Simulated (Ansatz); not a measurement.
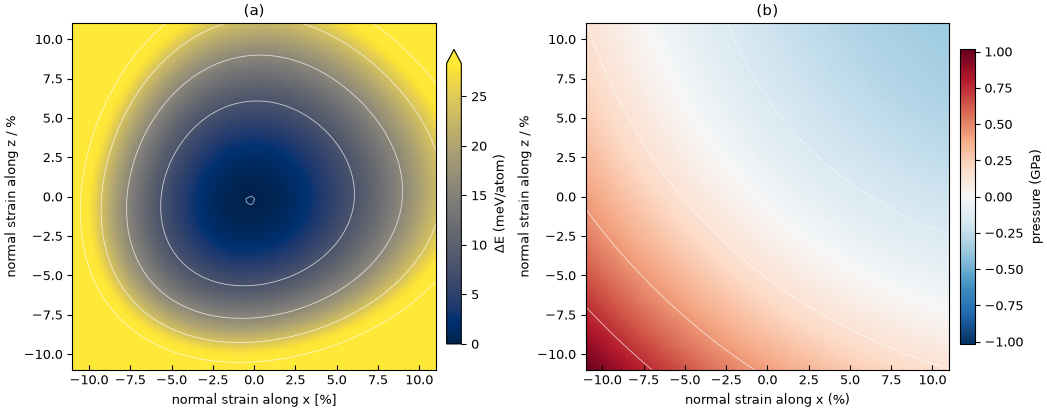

K (Pm-3m, No. 221; 1 atom in the cell). The energy is mapped over two homogeneous strains (x, y and z along the cube axes). The first coordinate is: normal strain along x; the second: normal strain along z. Nothing is relaxed (symmetry fixes all fractional coordinates). The grid has 9 × 9 points; 45 points were computed and 36 follow by symmetry. Energies: meV/atom, counted from the lowest grid point. All numbers below come from DFT r2SCAN, scalar-relativistic, plane waves, PAW (Ansatz). Settings: cutoff 500 eV, k-mesh 10×10×10, gaussian smearing 0.15 eV, no spin polarisation.

Panel (a) is the energy and panel (b) the computed pressure on the same grid.

In the figure: a smooth colour map with a few white contour lines, one colour for all values above the top of the scale. Between grid points the surface is interpolated.

Question: How does the pressure vary over the map, and what is it at the lowest grid point?

Answer: It runs from −0.37 GPa at normal strain along x = 11.00 %, normal strain along z = 11.00 % to 1.01 GPa at normal strain along x = −11.00 %, normal strain along z = −11.00 %. At the lowest grid point, normal strain along x = 0.00 %, normal strain along z = 0.00 %, it is −0.02 GPa.
